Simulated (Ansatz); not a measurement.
**Single-point calculation, with input and output: GaN**

The run: single-point calculation of GaN (slab, 16 atoms in the cell). Method and program: DFT PBE+D3(BJ), scalar-relativistic, plane waves, PAW, PAW set soft_1, no spin polarisation (Ansatz 0.2.0).

The structure derives from a Materials Project entry. Figures and captions count atoms from 1; the log counts them from 0 in places.

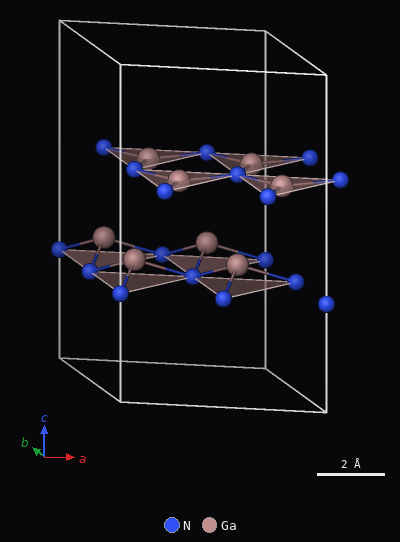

*The input geometry (polyhedral view of the cell of the calculation, with the vacuum cut short, seen slightly off an axis; polyhedra are completed across the faces of the cell). An atom can appear more than once, as a periodic image.*

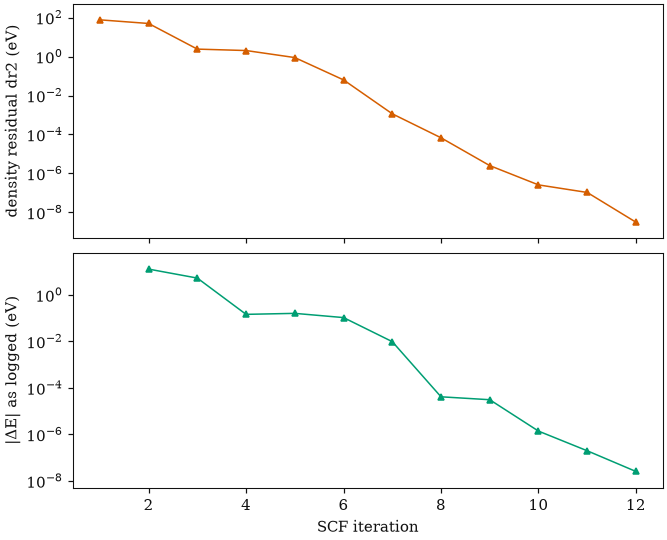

*Convergence of the self-consistent field: density residual dr2 and size of the energy change against the SCF iteration.*

The residual falls at every step.

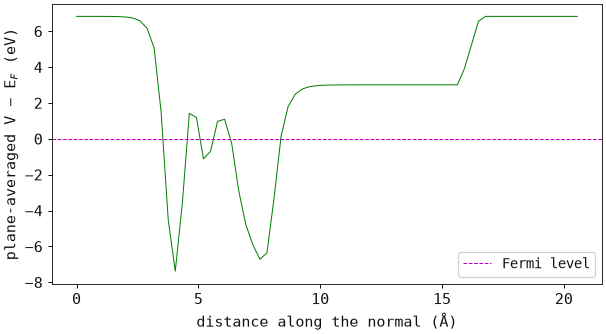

*Plane average of the electrostatic potential energy of an electron across the cell, from the Fermi level.*

The vacuum level lies 3.01 eV above the Fermi level on the upper side and 6.83 eV on the lower.

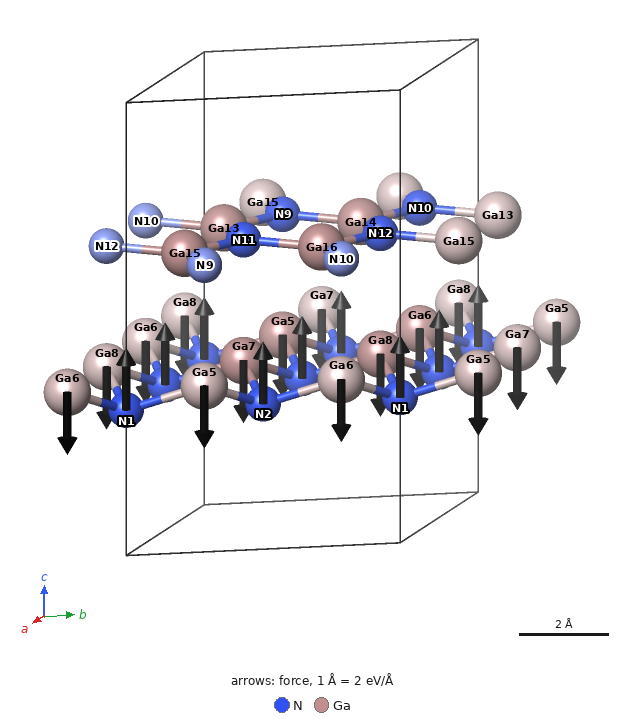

*Forces on the atoms as black arrows (ball-and-stick view of the cell of the calculation, with the vacuum cut short, seen slightly off an axis; neighbours outside the cell are drawn fainter; atoms are numbered from 1 in the order of the input); the smallest are left out.*

The largest act on Ga5, Ga6, Ga7, Ga8 (2.89 eV/Å); N1, N2, N3, N4 (2.87 eV/Å). The geometry is not a stationary point of this energy.

These pictures come from the run below.

**The input**
```yaml
crystal:
  lattice:
    - [6.3894493824, 0.0, 0.0]
    - [-3.1947246912, 5.5334254814, 0.0]
    - [0.0, 0.0, 20.8382304314]
  atoms:
    - { symbol: "N", position: [0.0, 0.0, 0.191954879] }
    - { symbol: "N", position: [0.0, 0.5, 0.191954879] }
    - { symbol: "N", position: [0.5, 0.0, 0.191954879] }
    - { symbol: "N", position: [0.5, 0.5, 0.191954879] }
    - { symbol: Ga, position: [0.1666666667, 0.3333333333, 0.2232493043] }
    - { symbol: Ga, position: [0.1666666667, 0.8333333333, 0.2232493043] }
    - { symbol: Ga, position: [0.6666666667, 0.3333333333, 0.2232493043] }
    - { symbol: Ga, position: [0.6666666667, 0.8333333333, 0.2232493043] }
    - { symbol: "N", position: [0.1666666667, 0.3333333333, 0.3569511555] }
    - { symbol: "N", position: [0.1666666667, 0.8333333333, 0.3569511555] }
    - { symbol: "N", position: [0.6666666667, 0.3333333333, 0.3569511555] }
    - { symbol: "N", position: [0.6666666667, 0.8333333333, 0.3569511555] }
    - { symbol: Ga, position: [0.3333333333, 0.1666666667, 0.3535997815] }
    - { symbol: Ga, position: [0.3333333333, 0.6666666667, 0.3535997815] }
    - { symbol: Ga, position: [0.8333333333, 0.1666666667, 0.3535997815] }
    - { symbol: Ga, position: [0.8333333333, 0.6666666667, 0.3535997815] }
basis:
  ecutwfc: 420
kpoints:
  mp_grid: { grid: [6, 6, 1] }
hamiltonian:
  xc: pbe
  pseudopotentials: { kind: paw, azcp: { folder: soft_1 } }
  dispersion: d3bj
scf:
  occupations: { method: gaussian, width: 0.05 }
output:
  forces: true
  eigenvalues: true
efield:
  axis: 3
  dipole_correction: true
  ramp_width: 0.04
```

Launch command:
```bash
ansatz run input.yaml --threads 4 --pin off --max-ram 12288MiB --backend cpu --events-out ev --progress --plain --runs-dir out
```

**Output**
```
Engine: ansatz 0.2.0, aarch64-unknown-linux-gnu
Pseudopotentials: kind: paw
Pseudopotential: N, paw, valence charge 5, recommended cutoff 420 eV (normal), [file]
Pseudopotential: Ga, paw, valence charge 13, recommended cutoff 420 eV (normal), [file]
Functional definition: PBE
  parameter kappa = 0.804
  parameter beta = 0.06672455060314922
  exchange = pbe_x(kappa = kappa, mu = beta*pi^2/3)
  correlation = pbe_c(beta = beta)
Crystal: 16 atoms, lattice volume = 736.747 Å³
Basis set: ecut = 420 eV, 14445 PW (Γ), exchange–correlation on 90×90×288 points (8 copies of the dense FFT grid, shifted against one another)
Bands: 88, of which v1, the nominal top of the filled ones, is band 72 counted from 1 (71 counted from 0)
Symmetry: 24 space group operations
Space group: P3m1 (ITA 156), of the structure as read, at distance tolerance 9.0e-5 Å
k-points: 7 of 36 (time reversal used)
Non-local potential: N, projectors of the file, l = 0: 2, l = 1: 2, l = 2: 1
Non-local potential: Ga, projectors of the file, l = 0: 2, l = 1: 2, l = 2: 3, l = 3: 1
PAW form: soft (Blöchl's): semilocal exchange-correlation on the pseudo side does not see the compensation charge
PAW one-centre angular grid: N, 110 points (default); XC on 64 Gauss nodes
PAW one-centre angular grid: Ga, 590 points (default); XC on 64 Gauss nodes
Initial density: superposition of atomic densities (neutral atoms: chi_scale 0, normalization atom)
Initial wavefunctions: pseudopotential atomic-orbital guess
Functional: x = pbe(κ = 0.804, μ = 0.2195149727645171), c = pbe(β = 0.06672455060314922)
SCF iter   1: F=—  HF=-33355.535585 eV  |F-HF|=—  |Δ(HF+E_count)|=         —  Δρ=8.46e-2  dr2=7.63e1  ethr=3.10e-3  p=-0.000 e·Å  D=-9.42e-7 V/Å  ΔV_dip=0.00 eV  dr2_dipole=2.76e0  V_vac-E_F(+/−)=8.68/8.68 eV  ⟨swp⟩=6.7  Hψ=2508  notcnv=0  defer=22
efield: sawtooth ramp at fractional position 0.7545 (placed from the atoms, in the widest stretch of the axis that holds none; the zero of the levels goes with the place), width 0.0400; the density the first Hamiltonian is built on has a dipole p = -0.000 e·Å; the dipole correction subtracts the counter field D = -9.42e-7 V/Å, which shifts the + side's vacuum level by +0.00 eV against the − side's; the planar-averaged density in the ramp window peaks in size at 9.3e-6 e/Å³
preconditioner: auto → Resta (q_TF=auto, 2.078 Å⁻¹)  ε∞=2.2  [insulator: Δε(μ)=2.721 eV  Ē_g=14.828 eV  σ=0.050 eV  W_gap=1.00  n_scr=108 (ndim 8)  ℏωp=16.4 eV  f_vac=0.656  D(μ)=0.00/eV (n_scr^D=0)  ε∞_Penn≈2.2  vacuum switching on, ρ_ref=1.6e-2 e/Å³]
SCF iter   2: F=—  HF=-33342.599662 eV  |F-HF|=—  |Δ(HF+E_count)|=    1.29e1  Δρ=5.64e-2  dr2=4.96e1  ethr=3.10e-3  p=1.168 e·Å  D=2.87e-1 V/Å  ΔV_dip=-5.98 eV  dr2_dipole=7.67e0  V_vac-E_F(+/−)=2.19/8.17 eV  ⟨swp⟩=4.0  Hψ=1525  notcnv=0  defer=77
preconditioner: auto → LDOS  [insulator: Δε(μ)=0.096 eV  Ē_g=14.894 eV  σ=0.050 eV  W_gap=0.77  n_scr=108 (ndim 8)  ℏωp=16.4 eV  f_vac=0.667  D(μ)=3.33/eV (n_scr^D=6)  ε∞_Penn≈2.2  β→1.0]
SCF iter   3: F=—  HF=-33337.301613 eV  |F-HF|=—  |Δ(HF+E_count)|=    5.30e0  Δρ=1.33e-2  dr2=2.40e0  ethr=3.10e-3  p=0.391 e·Å  D=9.59e-2 V/Å  ΔV_dip=-2.00 eV  dr2_dipole=4.25e-1  V_vac-E_F(+/−)=4.73/6.73 eV  ⟨swp⟩=3.0  Hψ=1283  notcnv=0  defer=56
SCF iter   4: F=—  HF=-33337.155985 eV  |F-HF|=—  |Δ(HF+E_count)|=   1.46e-1  Δρ=7.97e-3  dr2=2.03e0  ethr=1.66e-3  p=0.976 e·Å  D=2.40e-1 V/Å  ΔV_dip=-5.00 eV  dr2_dipole=4.94e-1  V_vac-E_F(+/−)=2.50/7.49 eV  ⟨swp⟩=3.4  Hψ=908  notcnv=0  defer=52
SCF iter   5: F=—  HF=-33336.994676 eV  |F-HF|=—  |Δ(HF+E_count)|=   1.61e-1  Δρ=5.11e-3  dr2=8.84e-1  ethr=1.41e-3  p=0.880 e·Å  D=2.16e-1 V/Å  ΔV_dip=-4.50 eV  dr2_dipole=1.92e-1  V_vac-E_F(+/−)=2.74/7.25 eV  ⟨swp⟩=2.0  Hψ=765  notcnv=0  defer=56
SCF iter   6: F=—  HF=-33336.888750 eV  |F-HF|=—  |Δ(HF+E_count)|=   1.06e-1  Δρ=1.16e-3  dr2=6.32e-2  ethr=6.14e-4  p=0.791 e·Å  D=1.94e-1 V/Å  ΔV_dip=-4.05 eV  dr2_dipole=1.60e-2  V_vac-E_F(+/−)=2.92/6.97 eV  ⟨swp⟩=3.0  Hψ=696  notcnv=0  defer=57
SCF iter   7: F=—  HF=-33336.878969 eV  |F-HF|=—  |Δ(HF+E_count)|=   9.78e-3  Δρ=3.91e-4  dr2=1.15e-3  ethr=4.39e-5  p=0.744 e·Å  D=1.83e-1 V/Å  ΔV_dip=-3.81 eV  dr2_dipole=2.79e-5  V_vac-E_F(+/−)=3.03/6.83 eV  ⟨swp⟩=2.0  Hψ=956  notcnv=0  defer=57
SCF iter   8: F=—  HF=-33336.878927 eV  |F-HF|=—  |Δ(HF+E_count)|=   4.15e-5  Δρ=1.41e-4  dr2=6.77e-5  ethr=8.00e-7  p=0.745 e·Å  D=1.83e-1 V/Å  ΔV_dip=-3.81 eV  dr2_dipole=6.76e-6  V_vac-E_F(+/−)=3.02/6.83 eV  ⟨swp⟩=2.0  Hψ=1058  notcnv=0  defer=57
SCF iter   9: F=—  HF=-33336.878959 eV  |F-HF|=—  |Δ(HF+E_count)|=   3.11e-5  Δρ=1.91e-5  dr2=2.53e-6  ethr=4.70e-8  p=0.746 e·Å  D=1.83e-1 V/Å  ΔV_dip=-3.82 eV  dr2_dipole=1.08e-7  V_vac-E_F(+/−)=3.01/6.83 eV  ⟨swp⟩=2.0  Hψ=1085  notcnv=0  defer=57
SCF iter  10: F=—  HF=-33336.878960 eV  |F-HF|=—  |Δ(HF+E_count)|=   1.39e-6  Δρ=6.30e-6  dr2=2.59e-7  ethr=1.75e-9  p=0.746 e·Å  D=1.83e-1 V/Å  ΔV_dip=-3.82 eV  dr2_dipole=2.31e-8  V_vac-E_F(+/−)=3.01/6.83 eV  ⟨swp⟩=2.1  Hψ=1061  notcnv=0  defer=57
SCF iter  11: F=—  HF=-33336.878960 eV  |F-HF|=—  |Δ(HF+E_count)|=   1.98e-7  Δρ=2.76e-6  dr2=1.06e-7  ethr=6.94e-11  p=0.746 e·Å  D=1.83e-1 V/Å  ΔV_dip=-3.82 eV  dr2_dipole=7.08e-11  V_vac-E_F(+/−)=3.01/6.83 eV  ⟨swp⟩=19.4  Hψ=4168  notcnv=0
SCF iter  12: F=-33336.878960 eV  HF=-33336.878960 eV  |F-HF|=4.85e-8  |Δ(HF+E_count)|=   2.55e-8  Δρ=6.40e-7  dr2=3.15e-9  ethr=6.94e-11  p=0.746 e·Å  D=1.83e-1 V/Å  ΔV_dip=-3.82 eV  dr2_dipole=2.07e-10  V_vac-E_F(+/−)=3.01/6.83 eV  ⟨swp⟩=6.7  Hψ=2441  notcnv=0
SCF 1 converged in 12 iterations: F = -33336.878960 eV  dr2 = 3.15e-9
  greatest PAW one-centre occupation: 0.996 electrons in one spin orbital (limit 2), on the Ga atom at site 15 (counted from 0), in its partial waves of l = 2
SCF converged after 12 iterations
Free energy (F): -33336.878960 eV
Harris-Foulkes:  -33336.878960 eV  (|F-HF|=4.85e-8)
Internal energy: -33336.878957 eV  (E = F + TS)
E sigma→0 (E₀):  -33336.878959 eV
Entropy (-TS):   -0.000003 eV (-0.000 meV/atom)
Fermi energy:    -1.023748 eV
Dipole field:    D = 0.183208 V/Å  (p = 0.745936 e·Å, saw-weighted, corrected)
Work function:   Φ+ = 3.0109 eV   Φ− = 6.8286 eV
Levels:          The Fermi level and band energies are counted from a zero that moves with the ramp; work functions are not
--- Per-component energies (eV) ---
  E_band       = -1741.577626
  E_kinetic    = 1896.305438
  E_local      = -115140.873822  (includes V_loc(G=0)·N_el)
  E_nonlocal   = -446.328042
  E_hartree    = 58219.315576
  E_xc         = -969.473422
  E_vxc        = -1033.815161  (∫ρ·V_xc dr)
  E_paw        = -16973.940167  (= ΣΔE_a)
  E_vpaw       = -3450.089205  (= ΣTr[D̂ρ^β])
  E_aug_tail   = 0.005330  (compensation charges beyond the density's cutoff)
  E_efield     = 0.068331  (sawtooth field / dipole correction)
  E_vefield    = -5.410651  (∫n·V_field dr)
  E_ewald      = 40080.350535
  E_disp       = -2.308713  (pairwise vdW)
  E_smearing   = -0.000003  (= −TS)
  E_closure    = -0.000000  (closes the sum)
  Σ components = -33336.878960   (vs F -33336.878960, Δ=0.00e0)
--- Forces (eV/Å), atoms counted from 1 ---
  atom   1  N      0.00000000    -0.00000000     2.87448465
  atom   2  N      0.00000000    -0.00000000     2.87448465
  atom   3  N      0.00000000    -0.00000000     2.87448465
  atom   4  N      0.00000000    -0.00000000     2.87448465
  atom   5  Ga    -0.00000000    -0.00000000    -2.89162377
  atom   6  Ga    -0.00000000    -0.00000000    -2.89162377
  atom   7  Ga    -0.00000000    -0.00000000    -2.89162377
  atom   8  Ga    -0.00000000    -0.00000000    -2.89162377
  atom   9  N     -0.00000000    -0.00000000     0.00846832
  atom  10  N     -0.00000000    -0.00000000     0.00846832
  atom  11  N      0.00000000    -0.00000000     0.00846832
  atom  12  N     -0.00000000    -0.00000000     0.00846832
  atom  13  Ga     0.00000000    -0.00000000     0.00865057
  atom  14  Ga     0.00000000    -0.00000000     0.00865057
  atom  15  Ga     0.00000000    -0.00000000     0.00865057
  atom  16  Ga     0.00000000    -0.00000000     0.00865057
  max |Σ_I F_I| component: 8.09e-5 eV/Å
--- Band table (eV; the first three rows and the last of 7) ---
  k-point 0: bands = ["-18.9301", "-18.2716", "-18.2716", "-18.2716", "-16.9328", "-16.9328", "-16.8214", "-16.8214", "-16.8214", "-16.7834", "-16.7834", "-16.7834", "-16.6805", "-16.6805", "-16.6805", "-16.6558", "-16.6558", "-16.6070", "-16.6070", "-16.6070", "-16.0897", "-15.8899", "-15.7084", "-15.7084", "-15.7084", "-14.9038", "-14.9038", "-14.9038", "-14.7483", "-14.7483", "-14.7264", "-14.7264", "-14.7264", "-14.6978", "-14.6978", "-14.6978", "-14.5856", "-14.5856", "-14.5852", "-14.5852", "-14.5852", "-14.4538", "-14.4538", "-14.4538", "-14.1660", "-12.6816", "-12.6816", "-12.6816", "-9.7057", "-9.7057", "-9.7057", "-7.1374", "-6.9444", "-6.9444", "-6.9444", "-5.6690", "-5.6690", "-5.6690", "-4.2340", "-4.2340", "-4.2340", "-3.9022", "-3.8494", "-3.8494", "-2.5554", "-2.5554", "-2.5554", "-2.2279", "-2.2279", "-2.2279", "-1.1554", "-1.1554", "-0.8984", "0.5258", "0.5258", "0.5258", "1.1775", "1.4725", "1.4725", "1.4725", "1.7333", "2.5866", "2.5866", "2.5866", "2.9781", "4.3897", "4.3897", "4.3897"]
  k-point 1: bands = ["-18.8755", "-18.3004", "-18.2653", "-18.2653", "-16.9346", "-16.9126", "-16.8354", "-16.8346", "-16.8346", "-16.7810", "-16.7810", "-16.7768", "-16.6845", "-16.6845", "-16.6810", "-16.6652", "-16.6570", "-16.6280", "-16.6129", "-16.6129", "-16.0487", "-15.8622", "-15.7100", "-15.7027", "-15.7027", "-15.0473", "-14.9006", "-14.9006", "-14.7552", "-14.7403", "-14.7312", "-14.7224", "-14.7224", "-14.7007", "-14.7007", "-14.6979", "-14.6039", "-14.5907", "-14.5892", "-14.5892", "-14.5818", "-14.4665", "-14.4653", "-14.4653", "-14.1077", "-12.8494", "-12.6810", "-12.6810", "-9.5584", "-9.5584", "-9.3333", "-7.0291", "-6.8143", "-6.8143", "-6.6608", "-5.9704", "-5.9704", "-5.5635", "-4.5191", "-4.4671", "-4.2549", "-4.2549", "-3.9941", "-3.7316", "-2.9287", "-2.9287", "-2.4730", "-2.3083", "-2.1336", "-2.1336", "-1.6699", "-1.2640", "-0.5207", "0.6789", "0.6789", "0.7139", "1.3981", "1.5263", "1.6398", "1.6398", "1.9628", "2.6895", "2.8270", "2.8270", "3.1045", "4.2310", "4.5028", "4.5028"]
  k-point 2: bands = ["-18.7305", "-18.3925", "-18.2524", "-18.2524", "-16.9326", "-16.8730", "-16.8650", "-16.8650", "-16.8568", "-16.7726", "-16.7726", "-16.7553", "-16.7038", "-16.6938", "-16.6938", "-16.6904", "-16.6630", "-16.6603", "-16.6226", "-16.6226", "-15.9296", "-15.7916", "-15.7230", "-15.6911", "-15.6911", "-15.3722", "-14.8945", "-14.8945", "-14.7624", "-14.7398", "-14.7289", "-14.7289", "-14.7223", "-14.6995", "-14.6887", "-14.6887", "-14.6195", "-14.6036", "-14.6027", "-14.6027", "-14.5677", "-14.4994", "-14.4861", "-14.4861", "-13.9316", "-13.2332", "-12.6802", "-12.6802", "-9.1911", "-9.1911", "-8.3791", "-6.7376", "-6.6374", "-6.6374", "-6.4763", "-6.4763", "-6.1378", "-5.7019", "-5.2662", "-4.7463", "-4.3675", "-4.2800", "-4.2800", "-3.6406", "-3.5809", "-3.5809", "-2.6104", "-2.5675", "-2.2412", "-2.0701", "-2.0701", "-1.5472", "0.1207", "0.8908", "0.9680", "0.9680", "1.6892", "1.7344", "1.9339", "1.9339", "2.5341", "2.9847", "3.3313", "3.3313", "3.4443", "3.8697", "4.6180", "4.7659"]
  k-point 6: bands = ["-18.4620", "-18.4620", "-18.4620", "-18.1810", "-16.9195", "-16.9195", "-16.9195", "-16.8695", "-16.7682", "-16.7378", "-16.7378", "-16.7378", "-16.7284", "-16.7284", "-16.7284", "-16.7152", "-16.6701", "-16.6701", "-16.6701", "-16.6155", "-15.7362", "-15.7362", "-15.7362", "-15.6727", "-15.5310", "-15.5310", "-15.5310", "-14.7528", "-14.7528", "-14.7528", "-14.7428", "-14.7248", "-14.7037", "-14.7037", "-14.7037", "-14.6330", "-14.6204", "-14.6204", "-14.6204", "-14.5271", "-14.5271", "-14.5271", "-14.5099", "-14.4406", "-13.4413", "-13.4413", "-13.4413", "-12.3329", "-9.1799", "-7.8774", "-7.5026", "-7.5026", "-7.5026", "-6.4036", "-6.0572", "-6.0572", "-6.0572", "-5.5169", "-5.5169", "-5.5169", "-4.8115", "-4.3802", "-4.3802", "-4.3802", "-3.8332", "-2.7569", "-2.7569", "-2.7569", "-2.4758", "-2.4758", "-2.4758", "-1.7761", "0.9911", "0.9911", "0.9911", "0.9930", "1.9612", "1.9612", "1.9612", "2.0129", "3.5740", "3.5740", "3.5740", "3.8264", "3.8427", "3.8427", "3.8427", "4.7635"]
```

**Results in brief**

- outcome: converged
- electrons treated: 144
- free energy: −33336.8790 eV
- work function, top face: 3.01 eV
- work function, bottom face: 6.83 eV
- Fermi energy: −1.024 eV
- gap on the k-point mesh: 0.26 eV
- work function (upper face): 3.01 eV
- largest force (length of the vector): 2.892 eV/Å
- hardware: 4 threads of Arm Neoverse V1, 24 GiB of memory available, shared host
- wall time: 15 s (CPU time 60 s)
- peak memory: 1.5 GiB
